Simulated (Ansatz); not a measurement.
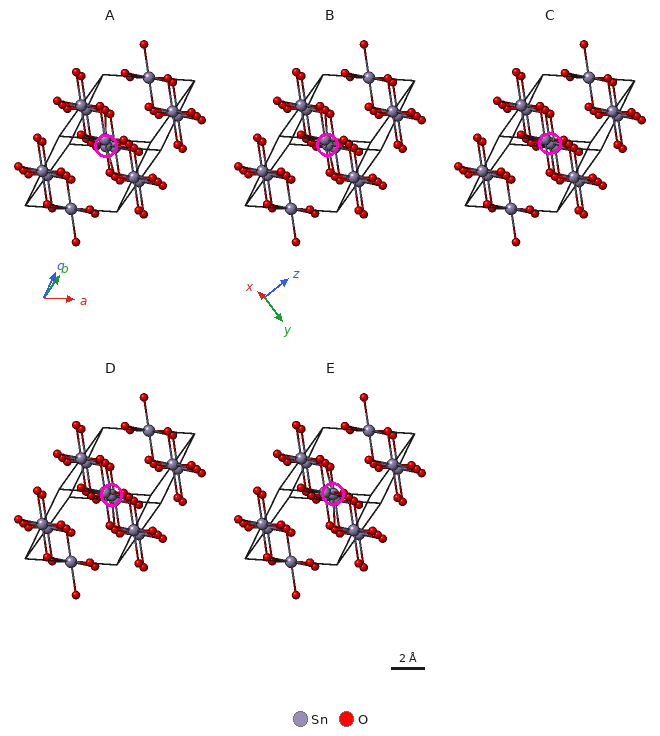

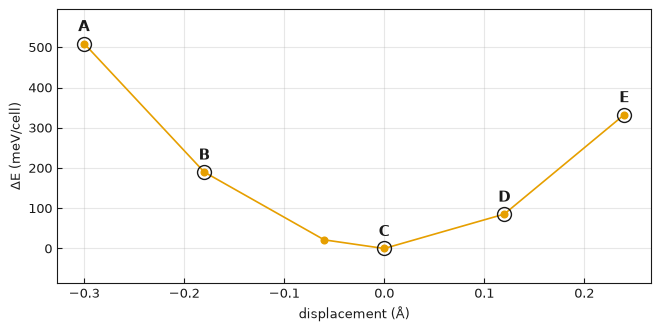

Energy scan for solid SnO$_{2}$ (R-3m), in which a Sn atom (one in each cell of 12 atoms) is moved along Cartesian [0 0 1], all else fixed. The lettered frames are marked on the plot. The picture is a ball-and-stick view of the cell of the calculation, seen from a free direction. The ringed atoms are those of the scanned coordinate.

Level of theory: DFT r2SCAN, scalar-relativistic, plane waves, PAW in Ansatz 0.2.0. Set-up: plane-wave cutoff 500 eV; k-point mesh 6 × 6 × 6; occupations gaussian; smearing width 0.05 eV; no spin polarisation. Energies (free energies at the smearing named) are counted from the relaxed crystal.

### Describe the profile.

Of the computed points the lowest is at the displacement 0.00 Å, 0 meV/cell. At the ends of the scan the energy is 509 meV/cell (−0.30 Å) and 333 meV/cell (0.24 Å). The curvature at zero is about 12 eV/Å². At the highest point the shortest interatomic distance is 1.97 Å, against 2.09 Å in the reference. The distortion takes the space group from R-3m to R3m.

The computed points:

| displacement (Å) | ΔE (meV/cell) |
| --- | --- |
| −0.30 | 509 |
| −0.18 | 190 |
| −0.06 | 21 |
| 0.00 | 0 |
| 0.12 | 85 |
| 0.24 | 333 |
